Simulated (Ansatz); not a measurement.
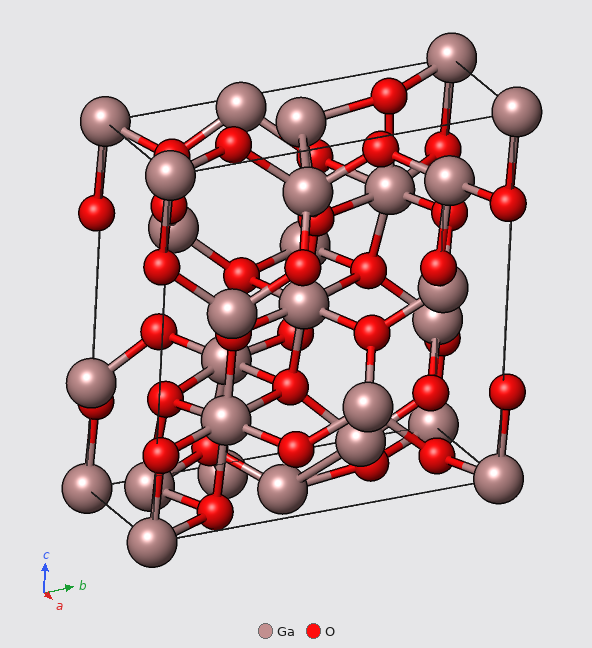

Ball-and-stick representation of a periodic structure, projected slightly off an axis. The simulation cell is drawn as a box.

Caption:

The compound is Ga$_{17}$O$_{24}$. Space group: P1, with no symmetry beyond the lattice. In the cell are 17 Ga, 24 O, which makes 1 formula unit.

Origin of the cell: a structure listed in the Materials Project, repeated into a supercell with a point defect put in. The atoms were relaxed in a fixed cell with DFT PBEsol, scalar-relativistic, plane waves, PAW in Ansatz 0.2.0.
